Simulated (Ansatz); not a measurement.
Zn4HSe4 (cell charge +1, with a compensating background) (distorted or defective cell)

The calculation's input:

```
crystal:
  lattice:
    - [-4.0256375597, -4.0256375597, 0.0]
    - [-4.0256375597, 4.0256375597, 0.0]
    - [4.0256375597, 0.0, -5.5406228226]
  atoms:
    - { symbol: Zn, position: [0.5, 0.5, 0.0] }
    - { symbol: Zn, position: [0.0, 0.0, 0.0] }
    - { symbol: Zn, position: [0.0, 0.5, 0.0] }
    - { symbol: Zn, position: [0.5, 0.0, 0.0] }
    - { symbol: Se, position: [0.1161581573, 0.6161581573, 0.7323163146] }
    - { symbol: Se, position: [0.6161581573, 0.1161581573, 0.7323163146] }
    - { symbol: Se, position: [0.8838418427, 0.8838418427, 0.2676836854] }
    - { symbol: Se, position: [0.3838418427, 0.3838418427, 0.2676836854] }
    - { symbol: H, position: [-0.041696229, 0.2916371044, -0.753063887] }
total_charge: 1
basis:
  ecutwfc: 420
kpoints:
  mp_grid: { grid: [6, 6, 6] }
hamiltonian:
  xc: pbesol
  pseudopotentials: { kind: paw, azcp: { folder: soft_1 } }
scf:
  occupations: { method: gaussian, width: 0.05 }
output:
  forces: true
  stress: true
  eigenvalues: true
  write_density: true
  write_potential: true
  elf: true
  volumetric_format: npy
```

Run with:

```sh
ansatz run input.yaml --threads 4 --pin off --max-ram 8192MiB --backend cpu --events-out ev --progress --plain --runs-dir out
```

A point of a scan over the structure, not its minimum; not relaxed (largest force 1.0 eV/Å); PAW files of the earlier set (soft_1).

Level of theory: Ansatz, DFT PBEsol, scalar-relativistic, plane waves, PAW.

Core electrons are frozen (PAW), and the valence fields are smoothed inside the atomic spheres.

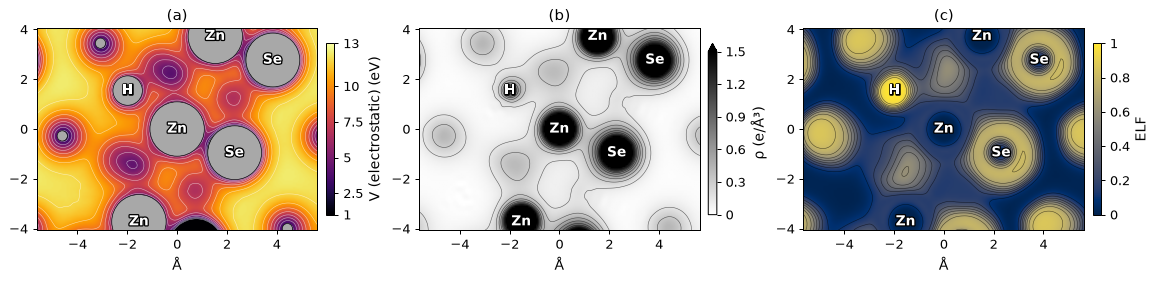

Figure 1. (a) electrostatic potential (local pseudopotential plus Hartree) felt by an electron; (b) valence pseudo-density; (c) ELF on the (111) plane of the calculation cell. Grey discs cover the atomic cores in the potential map.

Describe what can be read from this map.

Answer. The section cuts through Zn, Se and H sites.
Zn–Se (2.50 Å): ρ is about 0.41 e/Å³ halfway; the ELF is about 0.55 at the midpoint.
The density dies away to nearly zero in the voids.
Outside the cores the potential energy rises away from the atoms and is highest about 2.3 Å from the nearest atoms; its zero is arbitrary.

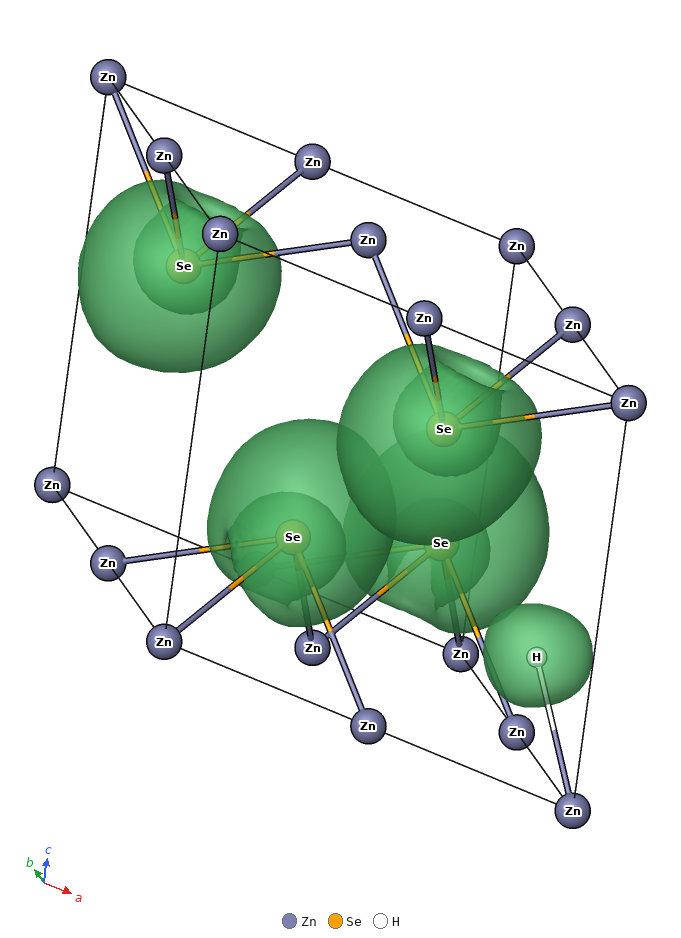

Figure 2. Isosurface of the electron localisation function at 0.7 (green), seen slightly off an axis. Core shells and regions of very low density are left out. Sticks mark near contacts.

Describe the localisation domains.

Answer. The ELF exceeds this value in one region around a hydrogen nucleus and four regions wrapped around Se (the valence shell of each), counted in one cell of 9 atoms. Regions shared between cells count once. Along the contacts the grid gives the following. Zn–H (1.92 Å): the ELF climbs to about 1 towards the hydrogen.

Does the calculation make it a metal, or give it a gap?

Answer. It is metallic or semimetallic at this level of theory: no gap opens.
